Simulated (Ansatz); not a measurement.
# SiC4: from a guess to a relaxed structure, part 3 of 3

Aim: relax a trial structure of SiC4 and see where it ends.

Ansatz 0.2.0; DFT PBE, scalar-relativistic, plane waves, PAW.

### Step 4. Full relaxation

The end of the coarse run is made exact in the group found at a tolerance of 0.06 Å and reduced to its primitive cell.

Input file input.yaml:

```yaml
crystal:
  lattice:
    - [-2.1933300302, 2.1933300302, 2.1933300302]
    - [2.1933300302, -2.1933300302, 2.1933300302]
    - [2.1933300302, 2.1933300302, -2.1933300302]
  atoms:
    - { symbol: Si, position: [0.0, 0.0, 0.0] }
    - { symbol: C, position: [0.0, 0.0, 0.5] }
    - { symbol: C, position: [0.0, 0.5, 0.0] }
    - { symbol: C, position: [0.5, 0.0, 0.0] }
    - { symbol: C, position: [0.5, 0.5, 0.5] }
basis:
  ecutwfc: 420
kpoints:
  mp_grid: { grid: [12, 12, 12] }
hamiltonian:
  xc: pbe
scf:
  occupations: { method: gaussian, width: 0.1 }
output:
  forces: true
  stress: true
  eigenvalues: true
  write_density: true
  write_potential: true
  elf: true
  volumetric_format: npy
relax:
  adjacent_minimum: "off"
  f_tol: 0.01
  max_steps: 80
  cell: { stress_tol: 0.05 }
```

Launch:

```bash
> ansatz run input.yaml --threads 1 --pin off --max-ram 2048MiB --backend cpu --events-out ev --progress --plain --runs-dir out
```

Output:

```text
Warning: RAYON_NUM_THREADS=1 ignored (pool sized by the plan → 1); use --threads N
Engine: ansatz 0.2.0, x86_64-unknown-linux-gnu
Pseudopotentials: kind: paw
Pseudopotential: Si, paw, valence charge 4, recommended cutoff 420 eV (normal), Si.paw.azcp
Pseudopotential: C, paw, valence charge 4, recommended cutoff 420 eV (normal), C.paw.azcp
Functional definition: PBE
  parameter kappa = 0.804
  parameter beta = 0.06672455060314922
  exchange = pbe_x(kappa = kappa, mu = beta*pi^2/3)
  correlation = pbe_c(beta = beta)
Crystal: 5 atoms, lattice volume = 42.206 Å³
Basis set: ecut = 420 eV, 791 PW (Γ), exchange–correlation on 54×54×54 points (8 copies of the dense FFT grid, shifted against one another)
Bands: 15, of which v1, the nominal top of the filled ones, is band 10 counted from 1 (9 counted from 0)
Symmetry: 48 space group operations
Space group: Im-3m (ITA 229), of the structure as read, at distance tolerance 3.5e-5 Å
k-points: 72 of 1728
Non-local potential: Si, projectors of the file, l = 0: 2, l = 1: 2, l = 2: 2
Non-local potential: C, projectors of the file, l = 0: 2, l = 1: 2, l = 2: 1
PAW form: soft (Blöchl's): semilocal exchange-correlation on the pseudo side does not see the compensation charge
PAW one-centre angular grid: Si, 110 points (default); XC on 64 Gauss nodes
PAW one-centre angular grid: C, 110 points (default); XC on 64 Gauss nodes
Initial density: superposition of atomic densities (neutral atoms: chi_scale 0, normalization atom), corrected by the library's trained network
Initial wavefunctions: pseudopotential atomic-orbital guess
Functional: x = pbe(κ = 0.804, μ = 0.2195149727645171), c = pbe(β = 0.06672455060314922)
SCF iter   1: F=—  HF=-1625.932003 eV  |F-HF|=—  |Δ(HF+E_count)|=         —  Δρ=4.71e-3  dr2=9.34e-3  ethr=1.77e-3  ⟨swp⟩=5.2  Hψ=6166  notcnv=0
preconditioner: auto → Kerker (q_TF=auto, 2.409 Å⁻¹)  [metal: Δε(μ)=0.033 eV  Ē_g=10.173 eV  σ=0.100 eV  W_gap=0.18  n_scr=12 (ndim 8)  ℏωp=25.6 eV  f_vac=0.000  D(μ)=1.67/eV (n_scr^D=12)]
SCF iter   2: F=—  HF=-1625.929954 eV  |F-HF|=—  |Δ(HF+E_count)|=   2.05e-3  Δρ=2.76e-3  dr2=3.88e-3  ethr=4.67e-5  ⟨swp⟩=1.1  Hψ=1715  notcnv=0
SCF iter   3: F=—  HF=-1625.928585 eV  |F-HF|=—  |Δ(HF+E_count)|=   1.37e-3  Δρ=5.75e-4  dr2=9.18e-5  ethr=1.94e-5  ⟨swp⟩=2.0  Hψ=1730  notcnv=0
SCF iter   4: F=—  HF=-1625.928533 eV  |F-HF|=—  |Δ(HF+E_count)|=   5.22e-5  Δρ=1.42e-4  dr2=5.49e-6  ethr=4.59e-7  ⟨swp⟩=2.0  Hψ=1718  notcnv=0
SCF iter   5: F=—  HF=-1625.928533 eV  |F-HF|=—  |Δ(HF+E_count)|=   5.15e-8  Δρ=2.06e-5  dr2=2.36e-7  ethr=2.75e-8  ⟨swp⟩=2.7  Hψ=1745  notcnv=0
SCF iter   6: F=-1625.928533 eV  HF=-1625.928533 eV  |F-HF|=1.03e-8  |Δ(HF+E_count)|=   4.66e-9  Δρ=5.66e-6  dr2=2.27e-8  ethr=5.00e-10  ⟨swp⟩=9.9  Hψ=7393  notcnv=0
SCF 1 converged in 6 iterations: F = -1625.928533 eV  dr2 = 2.27e-8
relax step   1: F+E_penalty+E_count = -1625.92853306 eV  Δ(F+E_penalty+E_count) = +0.000e0 eV  max|allowed force component| = 2.189e-30 eV/Å  Δτ_max = 0.0000 Å  P = -1.343 GPa  Ω = 42.206 Å³  (6 SCF iters, dr2 threshold 1.00e-7 eV, accepted)
Crystal: 5 atoms, lattice volume = 42.086 Å³
Initial density: handed on by an earlier stage of this run
Initial wavefunctions: those handed on with the density
iter 1 solved again at ethr=3.66e-7 eV; its pass at ethr=3.10e-3 eV (dr2=7.33e-5 eV) is discarded
SCF iter   1: F=—  HF=-1625.929755 eV  |F-HF|=—  |Δ(HF+E_count)|=         —  Δρ=3.63e-4  dr2=6.75e-5  ethr=3.66e-7  ⟨swp⟩=1.9  Hψ=7002  notcnv=0
preconditioner: auto → Kerker (q_TF=auto, 2.410 Å⁻¹)  [metal: Δε(μ)=0.039 eV  Ē_g=10.178 eV  σ=0.100 eV  W_gap=0.21  n_scr=12 (ndim 8)  ℏωp=25.6 eV  f_vac=0.000  D(μ)=1.60/eV (n_scr^D=12)]
SCF iter   2: F=—  HF=-1625.929705 eV  |F-HF|=—  |Δ(HF+E_count)|=   5.02e-5  Δρ=2.21e-4  dr2=2.86e-5  ethr=3.37e-7  ⟨swp⟩=1.0  Hψ=1080  notcnv=0
SCF iter   3: F=—  HF=-1625.929696 eV  |F-HF|=—  |Δ(HF+E_count)|=   9.35e-6  Δρ=4.49e-5  dr2=5.49e-7  ethr=1.43e-7  ⟨swp⟩=2.7  Hψ=1835  notcnv=0
iter 4 did not close the SCF: its close was put off for the readings that it lacked (scf_convergence_deferred on its scf_iter line)
SCF iter   4: F=-1625.929696 eV  HF=-1625.929696 eV  |F-HF|=1.21e-8  |Δ(HF+E_count)|=   4.32e-7  Δρ=5.38e-6  dr2=1.39e-8  ethr=2.74e-9  ⟨swp⟩=2.7  Hψ=1851  notcnv=0
iter 5 did not close the SCF: its close was put off for the readings that it lacked (scf_convergence_deferred on its scf_iter line)
SCF iter   5: F=-1625.929696 eV  HF=-1625.929696 eV  |F-HF|=8.50e-10  |Δ(HF+E_count)|=   1.53e-8  Δρ=1.15e-6  dr2=3.01e-10  ethr=6.94e-11  ⟨swp⟩=2.1  Hψ=1792  notcnv=0
SCF iter   6: F=-1625.929696 eV  HF=-1625.929696 eV  |F-HF|=1.73e-11  |Δ(HF+E_count)|=  9.70e-10  Δρ=1.51e-7  dr2=5.56e-12  ethr=1.50e-12  ⟨swp⟩=4.2  Hψ=5344  notcnv=0
SCF 2 converged in 6 iterations: F = -1625.929696 eV  dr2 = 5.56e-12
relax step   2: F+E_penalty+E_count = -1625.92969627 eV  Δ(F+E_penalty+E_count) = -1.163e-3 eV  max|allowed force component| = 1.459e-30 eV/Å  Δτ_max = 0.0000 Å  P = -0.798 GPa  Ω = 42.086 Å³  energy of the carried Pulay correction = +3.603e-4 eV  (6 SCF iters, dr2 threshold 5.00e-7 eV, accepted)
Crystal: 5 atoms, lattice volume = 41.911 Å³
iter 1 solved again at ethr=7.59e-7 eV; its pass at ethr=3.10e-3 eV (dr2=1.52e-4 eV) is discarded
SCF iter   1: F=—  HF=-1625.930738 eV  |F-HF|=—  |Δ(HF+E_count)|=         —  Δρ=5.28e-4  dr2=1.40e-4  ethr=7.59e-7  ⟨swp⟩=1.8  Hψ=6958  notcnv=0
preconditioner: auto → Kerker (q_TF=auto, 2.412 Å⁻¹)  [metal: Δε(μ)=0.043 eV  Ē_g=10.211 eV  σ=0.100 eV  W_gap=0.24  n_scr=12 (ndim 8)  ℏωp=25.7 eV  f_vac=0.000  D(μ)=1.58/eV (n_scr^D=12)]
SCF iter   2: F=—  HF=-1625.930671 eV  |F-HF|=—  |Δ(HF+E_count)|=   6.69e-5  Δρ=3.21e-4  dr2=5.91e-5  ethr=7.01e-7  ⟨swp⟩=1.0  Hψ=1080  notcnv=0
SCF iter   3: F=—  HF=-1625.930651 eV  |F-HF|=—  |Δ(HF+E_count)|=   1.96e-5  Δρ=6.46e-5  dr2=1.14e-6  ethr=2.96e-7  ⟨swp⟩=2.7  Hψ=1838  notcnv=0
iter 4 did not close the SCF: its close was put off for the readings that it lacked (scf_convergence_deferred on its scf_iter line)
SCF iter   4: F=-1625.930652 eV  HF=-1625.930652 eV  |F-HF|=2.62e-8  |Δ(HF+E_count)|=   8.86e-7  Δρ=7.64e-6  dr2=2.69e-8  ethr=5.72e-9  ⟨swp⟩=2.7  Hψ=1866  notcnv=0
iter 5 did not close the SCF: its close was put off for the readings that it lacked (scf_convergence_deferred on its scf_iter line)
SCF iter   5: F=-1625.930652 eV  HF=-1625.930652 eV  |F-HF|=1.74e-9  |Δ(HF+E_count)|=   3.22e-8  Δρ=1.65e-6  dr2=6.11e-10  ethr=1.35e-10  ⟨swp⟩=2.1  Hψ=1793  notcnv=0
SCF iter   6: F=-1625.930652 eV  HF=-1625.930652 eV  |F-HF|=3.05e-11  |Δ(HF+E_count)|=   1.98e-9  Δρ=2.07e-7  dr2=1.02e-11  ethr=3.05e-12  ⟨swp⟩=4.4  Hψ=5372  notcnv=0
SCF 3 converged in 6 iterations: F = -1625.930652 eV  dr2 = 1.02e-11
relax step   3: F+E_penalty+E_count = -1625.93065233 eV  Δ(F+E_penalty+E_count) = -9.561e-4 eV  max|allowed force component| = 1.236e-30 eV/Å  Δτ_max = 0.0000 Å  P = +0.008 GPa  Ω = 41.911 Å³  energy of the carried Pulay correction = +8.854e-4 eV  (6 SCF iters, dr2 threshold 5.00e-7 eV, accepted)
Initial wavefunctions: pseudopotential atomic-orbital guess (no wavefunctions were taken with the density)
iter 1 solved again at ethr=4.57e-7 eV; its pass at ethr=3.10e-3 eV (dr2=9.13e-5 eV) is discarded
SCF iter   1: F=—  HF=-1625.929793 eV  |F-HF|=—  |Δ(HF+E_count)|=         —  Δρ=3.79e-5  dr2=8.99e-8  ethr=4.57e-7  ⟨swp⟩=3.1  Hψ=8868  notcnv=0
eigensolver tolerance schedule: the retry pair's looser diagonalisation over-reported the residual by 1015.20 of it (diagonalisation noise at 0.18 of the residual, at the tolerance the schedule requests for it); recorded, not acted on — ethr = c·dr2/N_el stays at c = 1.0e-1
preconditioner: auto → Kerker (q_TF=auto, 2.412 Å⁻¹)  [metal: Δε(μ)=0.044 eV  Ē_g=10.211 eV  σ=0.100 eV  W_gap=0.24  n_scr=12 (ndim 8)  ℏωp=25.7 eV  f_vac=0.000  D(μ)=1.57/eV (n_scr^D=12)]
SCF iter   2: F=—  HF=-1625.929758 eV  |F-HF|=—  |Δ(HF+E_count)|=   3.49e-5  Δρ=2.03e-5  dr2=2.39e-8  ethr=4.49e-10  ⟨swp⟩=2.4  Hψ=1855  notcnv=0
SCF iter   3: F=—  HF=-1625.929758 eV  |F-HF|=—  |Δ(HF+E_count)|=   6.54e-8  Δρ=1.15e-6  dr2=2.42e-10  ethr=1.20e-10  ⟨swp⟩=2.0  Hψ=1806  notcnv=0
iter 4 did not close the SCF: its close was put off for the readings that it lacked (scf_convergence_deferred on its scf_iter line)
SCF iter   4: F=-1625.929758 eV  HF=-1625.929758 eV  |F-HF|=4.55e-13  |Δ(HF+E_count)|=  8.41e-11  Δρ=1.20e-7  dr2=1.29e-12  ethr=1.21e-12  ⟨swp⟩=2.0  Hψ=1739  notcnv=0
iter 5 did not close the SCF: its close was put off for the readings that it lacked (scf_convergence_deferred on its scf_iter line)
SCF iter   5: F=-1625.929758 eV  HF=-1625.929758 eV  |F-HF|=4.55e-13  |Δ(HF+E_count)|=  4.55e-13  Δρ=3.04e-8  dr2=1.04e-13  ethr=1.00e-12  ⟨swp⟩=1.0  Hψ=1080  notcnv=0
iter 6 did not close the SCF: its close was put off for the readings that it lacked (scf_convergence_deferred on its scf_iter line)
SCF iter   6: F=-1625.929758 eV  HF=-1625.929758 eV  |F-HF|=2.27e-13  |Δ(HF+E_count)|=  2.27e-13  Δρ=3.13e-9  dr2=2.06e-15  ethr=1.00e-12  ⟨swp⟩=1.0  Hψ=1080  notcnv=0
iter 7 did not close the SCF: its close was put off for the readings that it lacked (scf_convergence_deferred on its scf_iter line)
SCF iter   7: F=-1625.929758 eV  HF=-1625.929758 eV  |F-HF|=4.55e-13  |Δ(HF+E_count)|=    0.00e0  Δρ=4.73e-10  dr2=5.48e-17  ethr=1.00e-12  ⟨swp⟩=1.0  Hψ=1080  notcnv=0
SCF iter   8: F=-1625.929758 eV  HF=-1625.929758 eV  |F-HF|=2.27e-13  |Δ(HF+E_count)|=  4.55e-13  Δρ=7.61e-11  dr2=2.62e-18  ethr=1.00e-12  ⟨swp⟩=1.9  Hψ=2728  notcnv=0
SCF 4 converged in 8 iterations: F = -1625.929758 eV  dr2 = 2.62e-18
relax step   4: F+E_penalty+E_count = -1625.92975763 eV  Δ(F+E_penalty+E_count) = +8.947e-4 eV  max|allowed force component| = 1.652e-30 eV/Å  Δτ_max = 0.0000 Å  P = -0.026 GPa  Ω = 41.911 Å³  stress off target by 2.58e-2 GPa  SCF on the basis re-selected at this cell (its energy is not comparable with the rows above)  (8 SCF iters)
basis re-selected at this cell: Δ(F+E_penalty+E_count) = +8.947e-4 eV, ΔP = -0.034 GPa vs the last step (what re-selecting the basis moved, of the pressure what is left beyond the Pulay correction that the steps carried, after the strain that the cell walked since its last selection, with what the two solves' SCF thresholds leave and, on support functions, any second-order correction that the steps lacked; it is no measure of the basis error at this ecutwfc). This SCF's stress stands 2.58e-2 GPa from its target on what of the cell is left free (relax.cell.stress_tol is 5.00e-2 GPa) and its largest allowed force component is 1.65e-30 eV/Å (relax.f_tol is 1.00e-2 eV/Å): within both
SCF converged after 8 iterations
Free energy (F): -1625.929758 eV
Harris-Foulkes:  -1625.929758 eV  (|F-HF|=2.27e-13)
Internal energy: -1625.921897 eV  (E = F + TS)
E sigma→0 (E₀):  -1625.925827 eV
Entropy (-TS):   -0.007861 eV (-1.572 meV/atom)
Fermi energy:    10.338810 eV
--- Per-component energies (eV) ---
  E_band       = 57.004188
  E_kinetic    = 380.940058
  E_local      = -273.963226  (includes V_loc(G=0)·N_el)
  E_nonlocal   = 134.343393
  E_hartree    = 60.236535
  E_xc         = -244.756484
  E_vxc        = -281.666736  (∫ρ·V_xc dr)
  E_paw        = -905.024406  (= ΣΔE_a)
  E_vpaw       = -23.122388  (= ΣTr[D̂ρ^β])
  E_aug_tail   = 0.000018  (compensation charges beyond the density's cutoff)
  E_ewald      = -777.697785
  E_smearing   = -0.007861  (= −TS)
  E_closure    = -0.000000  (closes the sum)
  Σ components = -1625.929758   (vs F -1625.929758, Δ=0.00e0)
--- Forces (eV/Å), atoms counted from 1 ---
  atom   1  Si    -0.00000000     0.00000000     0.00000000
  atom   2  C      0.00000000     0.00000000    -0.00000000
  atom   3  C      0.00000000    -0.00000000     0.00000000
  atom   4  C      0.00000000    -0.00000000    -0.00000000
  atom   5  C      0.00000000     0.00000000     0.00000000
  max |Σ_I F_I| component: 4.56e-30 eV/Å
--- Stress (GPa, compression-positive) ---
       -0.025765      -0.000000      -0.000000
        0.000000      -0.025765      -0.000000
       -0.000000      -0.000000      -0.025765
  P = ⅓ Tr σ = -0.0258 GPa (-0.258 kbar)
--- Band table (eV; the first three rows and the last of 72) ---
  k-point 0: bands = ["-7.9058", "2.3703", "2.3703", "2.3703", "2.5015", "2.5015", "2.5015", "6.1856", "6.1856", "6.1856", "11.6832", "13.8168", "13.8168", "13.8168", "15.6958"]
  k-point 1: bands = ["-7.8200", "1.3746", "1.5880", "2.3302", "2.3897", "3.1578", "3.4208", "6.1948", "6.2881", "6.4961", "11.9743", "13.4401", "13.5910", "13.8700", "15.5282"]
  k-point 2: bands = ["-7.5642", "0.1376", "0.8892", "1.9499", "2.4385", "3.4617", "4.5271", "6.2514", "6.6004", "7.2911", "12.5479", "12.7699", "13.0357", "14.0272", "15.0276"]
  k-point 71: bands = ["-2.7179", "-2.6201", "-2.6201", "-2.6201", "2.4561", "2.4561", "7.0843", "7.0843", "7.0843", "7.7612", "14.7183", "14.7183", "14.7183", "16.2374", "16.2374"]
--- Relaxed structure (3 steps of the walk, 3 accepted, 1 SCFs on fresh bases) ---
  F+E_penalty+E_count = -1625.92975763 eV   max|allowed force component| = 1.652e-30 eV/Å   (the final SCF, on the basis selected at the relaxed cell)
  cell:  # Å, volume = 41.9112 Å³
    - [-2.1882159210440126, 2.1882159210440126, 2.1882159210440126]
    - [2.1882159210440126, -2.1882159210440126, 2.1882159210440126]
    - [2.1882159210440126, 2.1882159210440126, -2.1882159210440126]
  atoms:
    - { symbol: Si, position: [1.5435085845512664e-37, -1.9436774768410735e-37, -8.575047691949277e-38] }
    - { symbol: C, position: [0.0, 0.0, 0.5] }
    - { symbol: C, position: [0.0, 0.5, 0.0] }
    - { symbol: C, position: [0.5, 0.0, 0.0] }
    - { symbol: C, position: [0.5, 0.5, 0.5] }
```

Wall time 5.3 s (1 thread of AMD EPYC 9R45 (Zen 5), shared host); peak memory 0.41 GiB.

Relaxation path:

| step | E - E(step 1) (eV/cell) | largest force component (eV/Å) | pressure (GPa) | volume (Å³) |
| --- | --- | --- | --- | --- |
| 1 | 0.0000 | 0.0000 | -1.34 | 42.21 |
| 2 | -0.0012 | 0.0000 | -0.80 | 42.09 |
| 3 | -0.0021 | 0.0000 | 0.01 | 41.91 |
| 4 | -0.0012 | 0.0000 | -0.03 | 41.91 |

Step 1 is the start. Step 4 repeats the geometry before it on a plane-wave basis chosen anew for that cell, so its energy need not be comparable with the rows above.

Lengths and angles in the start's conventional setting:

|  | before | after | change |
| --- | --- | --- | --- |
| a (Å) | 4.387 | 4.376 | -0.2 % |
| b (Å) | 4.387 | 4.376 | -0.2 % |
| c (Å) | 4.387 | 4.376 | -0.2 % |
| volume (Å³/atom) | 8.44 | 8.38 | -0.7 % |
| shortest distance (Å) | 1.899 | 1.895 | -0.2 % |
| space group (0.01 Å) | Im-3m | Im-3m | same |

The run keeps the 48 symmetry operations of the start, so it could not have lowered the symmetry.

Axes a, b and c in the maps are those of this run's conventional cell (a, b, c = 4.376, 4.376, 4.376 Å).

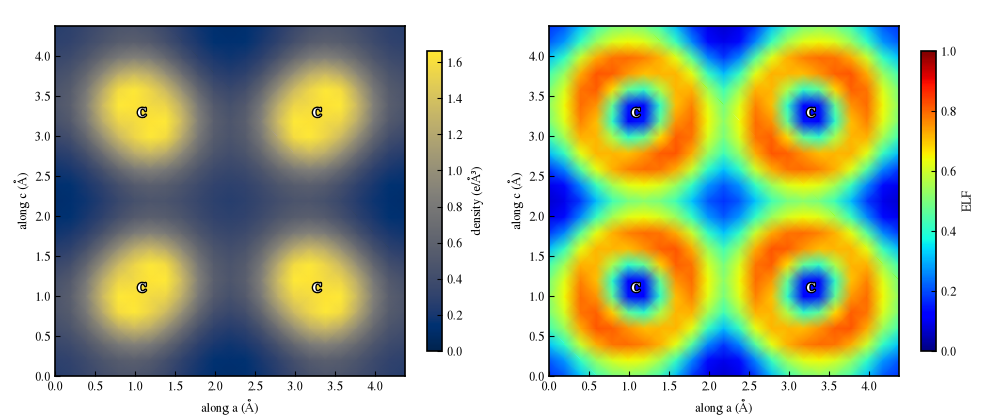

Density (left) and ELF (right) in a lattice plane of the grid's cell (edges 4.38 and 4.38 Å, at 0.250 of the third edge), which holds C. Only atoms in the plane are labelled. Both are smooth fields of the valence electrons: close to the nuclei they are not physical.

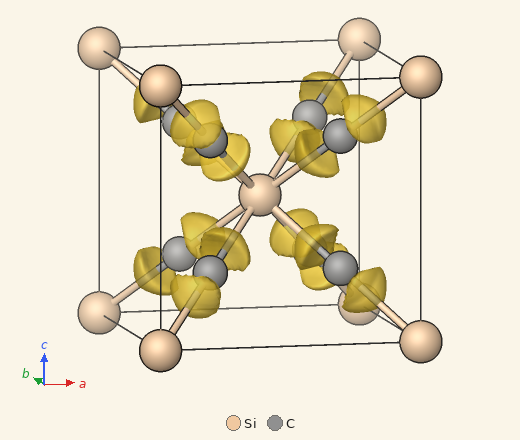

Surface of ELF = 0.81, drawn in one cell.

Maxima of ELF outside the ion cores: 0.87 on the C–Si line, 0.7 Å from C.

### Step 5. Changed: ecutwfc 200 eV, xc lda

input.yaml, as its differences from that of step 4:

```diff
@@ -12,3 +12,3 @@
 basis:
-  ecutwfc: 420
+  ecutwfc: "200 eV"
 kpoints:
@@ -16,3 +16,3 @@
 hamiltonian:
-  xc: pbe
+  xc: lda
 scf:
@@ -21,8 +21,4 @@
   forces: true
+  eigenvalues: true
   stress: true
-  eigenvalues: true
-  write_density: true
-  write_potential: true
-  elf: true
-  volumetric_format: npy
 relax:
```

Launch:

```bash
> ansatz run input.yaml --threads 1 --pin off --max-ram 2048MiB --backend cpu --events-out ev --progress --plain --runs-dir out
```

Output (excerpt; [...] marks lines left out):

```text
Warning: basis.ecutwfc = 200 eV is below the records' recommended 420 eV, and the density's cutoff is lower with it unless basis.ecutrho_ratio is high enough to keep the records' density cutoff: compare with a run at a higher cutoff
Warning: RAYON_NUM_THREADS=1 ignored (pool sized by the plan → 1); use --threads N
[...]
Pseudopotentials: kind: paw
Pseudopotential: Si, paw, valence charge 4, recommended cutoff 420 eV (normal), Si.paw.azcp
Pseudopotential: C, paw, valence charge 4, recommended cutoff 420 eV (normal), C.paw.azcp
Functional definition: SPW92
[...]
  F+E_penalty+E_count = -1561.18158643 eV   max|allowed force component| = 1.354e-30 eV/Å   (the final SCF, on the basis selected at the relaxed cell)
  cell:  # Å, volume = 41.3754 Å³
    - [-2.178850614935129, 2.178850614935129, 2.178850614935129]
    - [2.178850614935129, -2.178850614935129, 2.178850614935129]
    - [2.178850614935129, 2.178850614935129, -2.178850614935129]
  atoms:
    - { symbol: Si, position: [4.5733587690672745e-37, -1.1433396947268801e-38, 1.4863415996933886e-37] }
    - { symbol: C, position: [0.0, 0.0, 0.5] }
    - { symbol: C, position: [0.0, 0.5, 0.0] }
    - { symbol: C, position: [0.5, 0.0, 0.0] }
    - { symbol: C, position: [0.5, 0.5, 0.5] }
```

Wall time 5.7 s (1 thread of AMD EPYC 9R45 (Zen 5), shared host); peak memory 0.34 GiB.

```tsv
run	ending	energy change	pressure (GPa)	gap (eV)	force (eV/Å)	cycles	time
step 4	converged	-	0.0	0.00	0.00	-	5.3 s
variant	converged	not comparable	0.0	0.00	0.00	-	5.7 s
```

A change of functional puts the total energy on another scale; the final volume goes from 41.91 to 41.38 Å³. The cutoff changed too. The cutoff is under what these potentials recommend, as the log warns, so basis error is mixed in.

### Step 6. Outcome

What follows sums up all 3 parts. Changes of volume or cell count from the first structure of part 1.

| quantity | value |
| --- | --- |
| symmetry at the end (tolerance 0.05 Å) | space group Im-3m (No. 229) |
| conventional cell | a = 4.376 Å, b = 4.376 Å, c = 4.376 Å, α = 90.00°, β = 90.00°, γ = 90.00° |
| volume | 8.38 Å³/atom |
| energy over the elements | +2.73 eV/atom |
| gap on the mesh | none (metal) |

In words: The space group Im-3m (No. 229) is kept, and the volume per atom shrinks by 35.5 % from the first guess. With a positive formation energy it can't be a ground state. No finished test with a distortion of lower symmetry is shown, so the end may be a saddle point.
